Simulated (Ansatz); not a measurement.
**Geometry relaxation, with input and output: NiSi₃₁ (part 1 of 2)**

- system: NiSi₃₁ (defect cell, 32 atoms in the cell)
- method: DFT PBEsol, scalar-relativistic, plane waves, PAW, spin-polarised (Ansatz 0.2.0)

The structure derives from a Materials Project entry. It belongs to a series of runs on one base structure; here: Ni on a Si site (b), charge +0, atoms relaxed at the host's cell, started again with a moment of 2 μB.

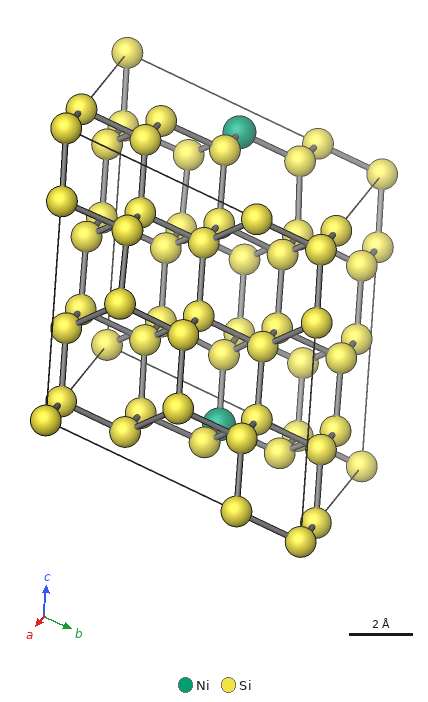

Fig. 1: The input geometry (ball-and-stick view of the cell of the calculation, seen slightly off an axis). Near neighbours in the crystal (not all of them lie inside the picture): Ni has 4 Si at 2.24 Å; Si has 4 Si at 2.35 to 2.37 Å; Si has 1 Ni at 2.24 Å and 3 Si at 2.37 Å.

The input
```yaml
crystal:
  lattice:
    - [-5.433834161, 5.433834161, 5.433834161]
    - [5.433834161, -5.433834161, 5.433834161]
    - [5.433834161, 5.433834161, -5.433834161]
  atoms:
    - { symbol: Ni, position: [0.25, 0.5, 0.0], spin: 2.0 }
    - { symbol: Si, position: [0.25, 0.7487164301, 0.7521259123] }
    - { symbol: Si, position: [0.25, 0.0, 0.5] }
    - { symbol: Si, position: [0.4987164301, 0.2521259123, 0.0] }
    - { symbol: Si, position: [0.25, 0.2521259123, 0.2487164301] }
    - { symbol: Si, position: [0.4987164301, 0.5, 0.7521259123] }
    - { symbol: Si, position: [0.4978740877, 0.7478740877, 0.4965905178] }
    - { symbol: Si, position: [0.75, 0.0, 0.0] }
    - { symbol: Si, position: [0.4978740877, -0.0034094822, 0.2478740877] }
    - { symbol: Si, position: [0.7534094822, 0.2512835699, 0.7512835699] }
    - { symbol: Si, position: [0.75, 0.5, 0.5] }
    - { symbol: Si, position: [0.0021259123, 0.7487164301, 0.0] }
    - { symbol: Si, position: [0.7465905178, 0.7478740877, 0.2478740877] }
    - { symbol: Si, position: [0.0012835699, 0.0034094822, 0.7512835699] }
    - { symbol: Si, position: [0.0012835699, 0.2512835699, 0.5034094822] }
    - { symbol: Si, position: [0.0021259123, 0.5, 0.2487164301] }
    - { symbol: Si, position: [0.0122827613, 0.2622827613, 0.7622827613] }
    - { symbol: Si, position: [0.0010123936, 0.5, 0.5002264327] }
    - { symbol: Si, position: [-0.0007859609, 0.7489876064, 0.2489876064] }
    - { symbol: Si, position: [0.25, 0.0002264327, 0.7510123936] }
    - { symbol: Si, position: [0.0010123936, 0.0002264327, 0.0] }
    - { symbol: Si, position: [0.25, 0.2510123936, 0.5002264327] }
    - { symbol: Si, position: [0.25, 0.5, 0.2377172387] }
    - { symbol: Si, position: [0.4989876064, 0.7489876064, 0.7492140391] }
    - { symbol: Si, position: [0.25, 0.7377172387, 0.0] }
    - { symbol: Si, position: [0.5007859609, -0.0002264327, 0.4997735673] }
    - { symbol: Si, position: [0.4989876064, 0.2492140391, 0.2489876064] }
    - { symbol: Si, position: [0.7502264327, 0.5, 0.7510123936] }
    - { symbol: Si, position: [0.4877172387, 0.5, 0.0] }
    - { symbol: Si, position: [0.7497735673, 0.7507859609, 0.4997735673] }
    - { symbol: Si, position: [0.7497735673, -0.0002264327, 0.2507859609] }
    - { symbol: Si, position: [0.7502264327, 0.2510123936, 0.0] }
  host:
    lattice:
      - [0.0, 2.7169170805, 2.7169170805]
      - [2.7169170805, 0.0, 2.7169170805]
      - [2.7169170805, 2.7169170805, 0.0]
    atoms:
      - { symbol: Si, position: [0.25, 0.25, 0.25] }
      - { symbol: Si, position: [0.0, 0.0, 0.0] }
basis:
  ecutwfc: 420
  xc_grid: 2
kpoints:
  mp_grid: { grid: [3, 3, 3], shift: [0.0, 0.0, 0.0] }
hamiltonian:
  xc: pbesol
scf:
  occupations: { method: gaussian, width: 0.02 }
output:
  forces: true
  stress: false
  eigenvalues: true
  populations: true
  charged_corrections:
    defect_position: [0.25, 0.5, 0.0]
    epsilon: [[13.2922, 0.0, 0.0], [0.0, 13.2922, 0.0], [0.0, 0.0, 13.2922]]
  write_density: true
  write_potential: true
  elf: true
  volumetric_format: npy
magnetization:
  spin_polarized: true
relax:
  adjacent_minimum: "off"
  f_tol: 0.025
  max_steps: 45
```

Hardware: 4 threads of Arm Neoverse V2, 24 GiB of memory available, shared host.

Command:
```bash
ansatz run input.yaml --threads 4 --pin off --max-ram 6144MiB --backend cpu --events-out ev --progress --plain --runs-dir out
```

The program's output
```
Engine: ansatz 0.2.0, aarch64-unknown-linux-gnu
Pseudopotentials: kind: paw
Pseudopotential: Ni, paw, valence charge 18, recommended cutoff 420 eV (normal), Ni.paw.azcp
Pseudopotential: Si, paw, valence charge 4, recommended cutoff 420 eV (normal), Si.paw.azcp
Functional definition: PBEsol
  exchange = pbesol_x
  correlation = pbesol_c
Crystal: 32 atoms, lattice volume = 641.770 Å³
Basis set: ecut = 420 eV, 12527 PW (Γ), exchange–correlation on 128×128×128 points (8 copies of the dense FFT grid, shifted against one another)
Bands: 104, of which v1, the nominal top of the filled ones, is band 71 counted from 1 (70 counted from 0)
Symmetry: 24 space group operations
Space group: I-43m (ITA 217), of the structure as read, at distance tolerance 8.6e-5 Å
Magnetic group: BNS 217.78 (UNI 1580), of the structure as read, at distance tolerance 8.6e-5 Å
k-points: 4 of 27 (time reversal used)
Non-local potential: Ni, projectors of the file, l = 0: 3, l = 1: 2, l = 2: 3, l = 3: 1
Non-local potential: Si, projectors of the file, l = 0: 2, l = 1: 2, l = 2: 2
PAW form: soft (Blöchl's): semilocal exchange-correlation on the pseudo side does not see the compensation charge
PAW frozen core: Ni, regenerated for the run's functional, and the local potential with it (the file was generated under x = pbe(κ = 0.804, μ = 0.2195149727645171), c = pbe(β = 0.06672455060314922))
PAW frozen core: Si, regenerated for the run's functional, and the local potential with it (the file was generated under x = pbe(κ = 0.804, μ = 0.2195149727645171), c = pbe(β = 0.06672455060314922))
PAW one-centre angular grid: Ni, 590 points (default); XC on 64 Gauss nodes
PAW one-centre angular grid: Si, 110 points (default); XC on 64 Gauss nodes
Initial density: superposition of atomic densities (chi_scale 0.1, normalization cell)
Starting moments: Σ|m| = 2 μB on 1 of 32 sites
Initial wavefunctions: pseudopotential atomic-orbital guess
Functional: x = pbesol(κ = 0.804, μ = 0.12345679012345678), c = pbesol(β = 0.046)
SCF iter   1: F=—  HF=-25070.653496 eV  |F-HF|=—  |Δ(HF+E_count)|=         —  Δρ=2.61e-2 (↑2.61e-2 ↓2.40e-2)  dr2=1.09e1  dr2_m=7.57e-1  M=2.000 μB ∫|m|=2.030 μB  β_m=0.30  ethr=3.10e-3  ⟨swp⟩=6.2  Hψ=3760  notcnv=0  defer=82
Mixer restart at iter 1: flushing history
preconditioner: auto → Resta (q_TF=auto, 2.122 Å⁻¹)  ε∞=5.8  [insulator: Δε(μ)=0.029 eV  Ē_g=7.732 eV  σ=0.020 eV  W_gap=0.64  n_scr=86 (ndim 8)  ℏωp=17.0 eV  f_vac=0.000  D(μ)=17.09/eV (n_scr^D=134)  ε∞_Penn≈5.8]
spin=Collinear: Resta preconditioning applied to the charge; magnetization (m = ρ↑ − ρ↓) channel mixes plain (no charge-response kernel on spin).
SCF iter   2: F=—  HF=-25069.436720 eV  |F-HF|=—  |Δ(HF+E_count)|=    1.22e0  Δρ=2.28e-2 (↑1.79e-2 ↓2.28e-2)  dr2=6.74e0  dr2_m=8.31e-1  M=2.000 μB ∫|m|=2.018 μB  β_m=0.65  ethr=3.10e-3  ⟨swp⟩=1.8  Hψ=981  notcnv=0  defer=98
SCF iter   3: F=—  HF=-25071.337197 eV  |F-HF|=—  |Δ(HF+E_count)|=    1.90e0  Δρ=2.89e-2 (↑2.89e-2 ↓1.73e-2)  dr2=8.94e0  dr2_m=2.13e-1  M=2.000 μB ∫|m|=2.014 μB  β_m=0.54  ethr=3.10e-3  ⟨swp⟩=4.1  Hψ=1647  notcnv=0  defer=207
SCF iter   4: F=—  HF=-25069.628027 eV  |F-HF|=—  |Δ(HF+E_count)|=    1.71e0  Δρ=1.08e-2 (↑1.95e-3 ↓1.08e-2)  dr2=6.54e-1  dr2_m=1.77e-1  M=1.692 μB ∫|m|=1.705 μB  β_m=0.73  ethr=3.10e-3  ⟨swp⟩=2.6  Hψ=1598  notcnv=0  defer=206
SCF iter   5: F=—  HF=-25069.604950 eV  |F-HF|=—  |Δ(HF+E_count)|=   2.31e-2  Δρ=3.33e-3 (↑3.33e-3 ↓1.64e-3)  dr2=1.64e-2  dr2_m=3.49e-2  M=1.555 μB ∫|m|=1.563 μB  β_m=0.76  ethr=4.61e-4  ⟨swp⟩=2.4  Hψ=1200  notcnv=0  defer=200
SCF iter   6: F=—  HF=-25069.622587 eV  |F-HF|=—  |Δ(HF+E_count)|=         —  Δρ=2.75e-3 (↑2.75e-3 ↓6.90e-4)  dr2=2.10e-2  dr2_m=1.69e-2  M=1.378 μB ∫|m|=1.384 μB  β_m=0.76  ethr=1.15e-5  ⟨swp⟩=2.2  Hψ=1273  notcnv=0  defer=200
Mixer restart at iter 6: flushing history
SCF iter   7: F=—  HF=-25069.637470 eV  |F-HF|=—  |Δ(HF+E_count)|=   1.49e-2  Δρ=4.51e-3 (↑1.44e-3 ↓4.51e-3)  dr2=1.62e-1  dr2_m=1.49e-2  M=1.187 μB ∫|m|=1.196 μB  β_m=0.41  ethr=1.15e-5  ⟨swp⟩=3.0  Hψ=1598  notcnv=0  defer=200  recentre
SCF iter   8: F=—  HF=-25069.625888 eV  |F-HF|=—  |Δ(HF+E_count)|=   1.16e-2  Δρ=2.62e-3 (↑2.62e-3 ↓8.11e-4)  dr2=5.37e-2  dr2_m=4.98e-3  M=1.351 μB ∫|m|=1.356 μB  β_m=0.15  ethr=1.15e-5  ⟨swp⟩=3.0  Hψ=1719  notcnv=0  defer=200
SCF iter   9: F=—  HF=-25069.620363 eV  |F-HF|=—  |Δ(HF+E_count)|=   5.53e-3  Δρ=1.16e-3 (↑1.16e-3 ↓9.02e-4)  dr2=4.41e-4  dr2_m=6.21e-3  M=1.254 μB ∫|m|=1.261 μB  β_m=0.64  ethr=1.15e-5  ⟨swp⟩=2.1  Hψ=1528  notcnv=0  defer=200
SCF iter  10: F=-25069.620577 eV  HF=-25069.620563 eV  |F-HF|=1.43e-5  |Δ(HF+E_count)|=   2.00e-4  Δρ=3.04e-4 (↑2.27e-4 ↓3.04e-4)  dr2=4.97e-5  dr2_m=4.14e-4  M=1.129 μB ∫|m|=1.135 μB  β_m=0.87  ethr=3.10e-7  ⟨swp⟩=2.4  Hψ=1419  notcnv=0  defer=200
SCF iter  11: F=-25069.620796 eV  HF=-25069.620834 eV  |F-HF|=3.77e-5  |Δ(HF+E_count)|=   2.71e-4  Δρ=2.65e-4 (↑2.65e-4 ↓1.35e-4)  dr2=1.14e-4  dr2_m=2.28e-4  M=1.038 μB ∫|m|=1.044 μB  β_m=0.74  ethr=3.50e-8  ⟨swp⟩=2.6  Hψ=1479  notcnv=0  defer=200
SCF iter  12: F=-25069.622505 eV  HF=-25069.622105 eV  |F-HF|=4.00e-4  |Δ(HF+E_count)|=   1.27e-3  Δρ=5.77e-4 (↑5.77e-4 ↓5.73e-4)  dr2=7.83e-6  dr2_m=1.94e-3  M=0.743 μB ∫|m|=0.751 μB  β_m=0.81  ethr=3.50e-8  ⟨swp⟩=3.0  Hψ=1561  notcnv=0  defer=200
SCF iter  13: F=-25069.622868 eV  HF=-25069.622652 eV  |F-HF|=2.17e-4  |Δ(HF+E_count)|=   5.47e-4  Δρ=9.99e-4 (↑8.19e-4 ↓9.99e-4)  dr2=2.35e-4  dr2_m=4.85e-3  M=0.666 μB ∫|m|=0.666 μB  β_m=0.70  ethr=5.51e-9  ⟨swp⟩=4.0  Hψ=2121  notcnv=0  defer=200
SCF iter  14: F=-25069.622769 eV  HF=-25069.622485 eV  |F-HF|=2.84e-4  |Δ(HF+E_count)|=   1.67e-4  Δρ=6.79e-4 (↑6.08e-4 ↓6.79e-4)  dr2=5.97e-5  dr2_m=2.43e-3  M=0.709 μB ∫|m|=0.716 μB  β_m=0.74  ethr=5.51e-9  ⟨swp⟩=4.0  Hψ=2117  notcnv=0  defer=200
SCF iter  15: F=-25069.623152 eV  HF=-25069.623138 eV  |F-HF|=1.36e-5  |Δ(HF+E_count)|=   6.54e-4  Δρ=1.73e-4 (↑1.32e-4 ↓1.73e-4)  dr2=1.61e-5  dr2_m=1.37e-4  M=0.669 μB ∫|m|=0.672 μB  β_m=0.87  ethr=5.51e-9  ⟨swp⟩=3.4  Hψ=1972  notcnv=0  defer=200
SCF iter  16: F=-25069.623167 eV  HF=-25069.623156 eV  |F-HF|=1.14e-5  |Δ(HF+E_count)|=   1.75e-5  Δρ=1.58e-4 (↑1.58e-4 ↓1.54e-4)  dr2=2.32e-6  dr2_m=1.43e-4  M=0.667 μB ∫|m|=0.669 μB  β_m=0.92  ethr=5.51e-9  ⟨swp⟩=3.2  Hψ=1663  notcnv=0  defer=200
SCF iter  17: F=-25069.623172 eV  HF=-25069.623170 eV  |F-HF|=2.13e-6  |Δ(HF+E_count)|=   1.44e-5  Δρ=6.90e-5 (↑6.57e-5 ↓6.90e-5)  dr2=2.15e-7  dr2_m=2.67e-5  M=0.667 μB ∫|m|=0.669 μB  β_m=0.92  ethr=1.64e-9  ⟨swp⟩=2.1  Hψ=1398  notcnv=0  defer=200
SCF iter  18: F=-25069.623172 eV  HF=-25069.623169 eV  |F-HF|=2.33e-6  |Δ(HF+E_count)|=   9.64e-7  Δρ=6.88e-5 (↑5.76e-5 ↓6.88e-5)  dr2=1.00e-6  dr2_m=2.35e-5  M=0.668 μB ∫|m|=0.670 μB  β_m=0.75  ethr=1.52e-10  ⟨swp⟩=3.6  Hψ=1956  notcnv=0  defer=200
SCF iter  19: F=-25069.623173 eV  HF=-25069.623172 eV  |F-HF|=1.15e-6  |Δ(HF+E_count)|=   2.34e-6  Δρ=4.44e-5 (↑3.96e-5 ↓4.44e-5)  dr2=2.73e-7  dr2_m=1.04e-5  M=0.668 μB ∫|m|=0.670 μB  β_m=0.82  ethr=1.52e-10  ⟨swp⟩=2.2  Hψ=1400  notcnv=0  defer=200
SCF iter  20: F=-25069.623173 eV  HF=-25069.623173 eV  |F-HF|=3.80e-8  |Δ(HF+E_count)|=   1.73e-6  Δρ=8.34e-6 (↑7.36e-6 ↓8.34e-6)  dr2=1.10e-8  dr2_m=3.63e-7  M=0.667 μB ∫|m|=0.670 μB  β_m=0.73  ethr=1.52e-10  ⟨swp⟩=2.4  Hψ=1408  notcnv=0  defer=200
SCF iter  21: F=-25069.623173 eV  HF=-25069.623173 eV  |F-HF|=7.46e-10  |Δ(HF+E_count)|=   6.22e-8  Δρ=1.28e-6 (↑1.28e-6 ↓6.81e-7)  dr2=2.63e-9  dr2_m=5.54e-9  M=0.667 μB ∫|m|=0.670 μB  β_m=0.86  ethr=7.78e-12  ⟨swp⟩=3.0  Hψ=1484  notcnv=0  defer=200
SCF iter  22: F=-25069.623173 eV  HF=-25069.623173 eV  |F-HF|=1.32e-8  |Δ(HF+E_count)|=   1.86e-9  Δρ=1.10e-6 (↑1.10e-6 ↓4.56e-7)  dr2=1.48e-8  dr2_m=1.01e-9  M=0.667 μB ∫|m|=0.670 μB  β_m=0.76  ethr=1.85e-12  ⟨swp⟩=15.5  Hψ=6188  notcnv=0
SCF iter  23: F=-25069.623173 eV  HF=-25069.623173 eV  |F-HF|=1.11e-9  |Δ(HF+E_count)|=  3.67e-10  Δρ=2.96e-7 (↑2.96e-7 ↓2.64e-7)  dr2=1.27e-9  dr2_m=7.53e-11  M=0.667 μB ∫|m|=0.670 μB  β_m=0.71  ethr=1.85e-12  ⟨swp⟩=4.9  Hψ=3722  notcnv=0
SCF iter  24: F=-25069.623173 eV  HF=-25069.623173 eV  |F-HF|=1.82e-9  |Δ(HF+E_count)|=  2.04e-10  Δρ=3.02e-7 (↑2.61e-7 ↓3.02e-7)  dr2=1.96e-9  dr2_m=1.80e-11  M=0.667 μB ∫|m|=0.670 μB  ethr=1.00e-12  ⟨swp⟩=4.8  Hψ=3909  notcnv=0
at 5 of the mixer's solves, the last at iteration 22, it left a direction of its history that read negative out of its fit and stepped the other way along it
SCF 1 converged in 24 iterations: F = -25069.623173 eV  dr2 = 1.96e-9
  greatest PAW one-centre occupation: 1.001 electrons in one spin orbital (limit 2), on the Ni atom at site 0 (counted from 0), in its partial waves of l = 1
relax step   1: F+E_penalty+E_count = -25069.62317337 eV  Δ(F+E_penalty+E_count) = +0.000e0 eV  max|allowed force component| = 1.531e-2 eV/Å  Δτ_max = 0.0000 Å  (24 SCF iters, dr2 threshold 1.56e-5 eV, accepted)
Initial density: handed on by an earlier stage of this run
Starting moments: Σ|m| = 2 μB on 1 of 32 sites; this step starts from the density that it was given
Initial wavefunctions: those handed on with the density
iter 1 solved again at ethr=1.00e-12 eV; its pass at ethr=3.10e-3 eV (dr2=1.03e-10 eV) is discarded
SCF iter   1: F=—  HF=-25069.623173 eV  |F-HF|=—  |Δ(HF+E_count)|=         —  Δρ=8.46e-8 (↑8.46e-8 ↓7.10e-8)  dr2=8.65e-11  dr2_m=1.63e-11  M=0.667 μB ∫|m|=0.670 μB  β_m=0.65  ethr=1.00e-12  ⟨swp⟩=2.5  Hψ=2563  notcnv=0
preconditioner: auto → Resta (q_TF=auto, 2.122 Å⁻¹)  ε∞=6.0  [insulator: Δε(μ)=0.043 eV  Ē_g=7.561 eV  σ=0.020 eV  W_gap=0.65  n_scr=86 (ndim 8)  ℏωp=17.0 eV  f_vac=0.000  D(μ)=19.50/eV (n_scr^D=140)  ε∞_Penn≈6.0]
spin=Collinear: Resta preconditioning applied to the charge; magnetization (m = ρ↑ − ρ↓) channel mixes plain (no charge-response kernel on spin).
SCF iter   2: F=-25069.623173 eV  HF=-25069.623173 eV  |F-HF|=3.27e-11  |Δ(HF+E_count)|=  9.46e-11  Δρ=6.28e-8 (↑4.94e-8 ↓6.28e-8)  dr2=2.73e-11  dr2_m=4.31e-12  M=0.667 μB ∫|m|=0.670 μB  ethr=1.00e-12  ⟨swp⟩=4.5  Hψ=3572  notcnv=0
SCF 2 converged in 2 iterations: F = -25069.623173 eV  dr2 = 2.73e-11
relax step   2: F+E_penalty+E_count = -25069.62317338 eV  Δ(F+E_penalty+E_count) = -1.695e-9 eV  max|allowed force component| = 1.532e-2 eV/Å  Δτ_max = 0.0000 Å  (2 SCF iters, accepted)
```

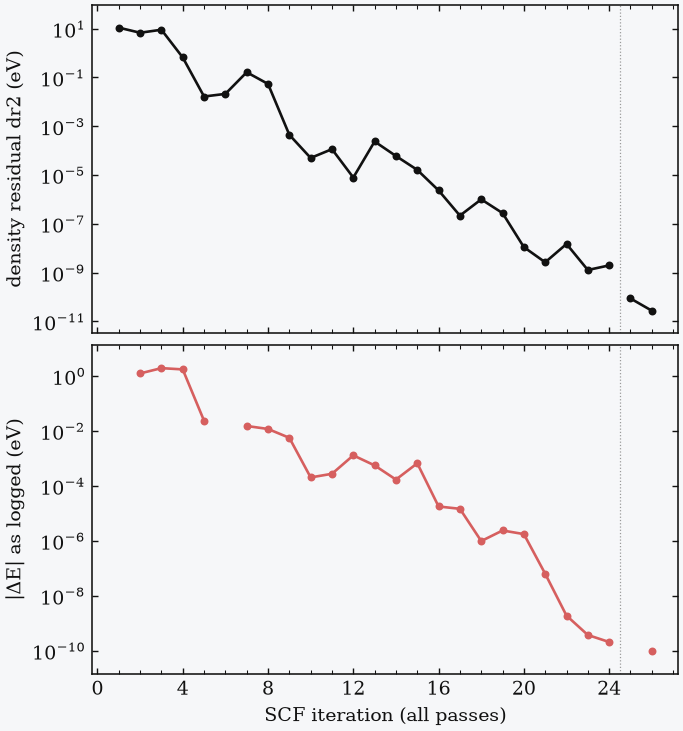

Fig. 2: Convergence of the self-consistent field: density residual dr2 and size of the energy change against the SCF iteration. The dotted lines part the SCF passes of the relaxation: geometry steps, rejected trials and re-solves on a re-selected basis. The passes take 24 and 2 iterations.

```
SCF converged after 2 iterations
Magnetization: 0.6674 μB (71.3337 up, 70.6663 down)
Absolute magnetization: 0.6700 μB (∫|ρ↑−ρ↓|, with the PAW one-centre terms)
Spin contamination: 0.0015 ħ² per cell (⟨S²⟩ above its minimum at these occupations)
Per-site moments (μB) at R_I (Å): [(0.12694147518729418, 0.9228936055133096), (0.004490592823260918, 0.9701305934696197), (0.00454776273016328, 0.974216932134809), (0.004490592823260927, 0.9701305934696202), (0.004490592823260952, 0.9701305934696203), (0.004490592823260953, 0.9701305934696199), (0.004490592823260928, 0.9701305934696208), (0.004547762730163258, 0.9742169321348092), (0.00449059282326099, 0.9701305934696199), (0.00449059282326092, 0.9701305934696197), (0.0045477627301633875, 0.9742169321348088), (0.004490592823260886, 0.9701305934696202), (0.004490592823260942, 0.9701305934696205), (0.004490592823260998, 0.9701305934696202), (0.004490592823260918, 0.9701305934696207), (0.004490592823260953, 0.9701305934696202), (0.01862115813931649, 0.9228936055133099), (0.0035186862661787713, 0.9701305934696202), (0.0035186862661786946, 0.9701305934696202), (0.003518686266178773, 0.9701305934696202), (0.0035186862661787384, 0.9701305934696203), (0.003518686266178712, 0.9701305934696208), (0.018621158139316415, 0.9228936055133097), (0.003518686266178781, 0.9701305934696197), (0.01862115813931649, 0.9228936055133096), (0.0035186862661787375, 0.9701305934696199), (0.0035186862661787314, 0.9701305934696202), (0.0035186862661788307, 0.9701305934696197), (0.0186211581393166, 0.9228936055133096), (0.003518686266178695, 0.9701305934696205), (0.003518686266178729, 0.9701305934696202), (0.0035186862661787206, 0.9701305934696203)]
Free energy (F): -25069.623173 eV
Harris-Foulkes:  -25069.623173 eV  (|F-HF|=3.27e-11)
Internal energy: -25069.619274 eV  (E = F + TS)
E sigma→0 (E₀):  -25069.621224 eV
Entropy (-TS):   -0.003899 eV (-0.122 meV/atom)
Fermi energy:    6.193330 eV
--- Per-component energies (eV) ---
  E_band       = -358.792328
  E_kinetic    = 1524.507852
  E_local      = -7538.526235  (includes V_loc(G=0)·N_el)
  E_nonlocal   = 1442.208085
  E_hartree    = 3184.465852
  E_xc         = -1775.614540
  E_vxc        = -1555.815053  (∫ρ·V_xc dr)
  E_paw        = -17061.275894  (= ΣΔE_a)
  E_vpaw       = -600.099740  (= ΣTr[D̂ρ^β])
  E_aug_tail   = 0.000671  (compensation charges beyond the density's cutoff)
  E_ewald      = -4846.560736
  E_core_change = 1.175669  (= ΣΔE_core)
  E_smearing   = -0.003899  (= −TS)
  E_closure    = -0.000000  (closes the sum)
  Σ components = -25069.623173   (vs F -25069.623173, Δ=0.00e0)
```
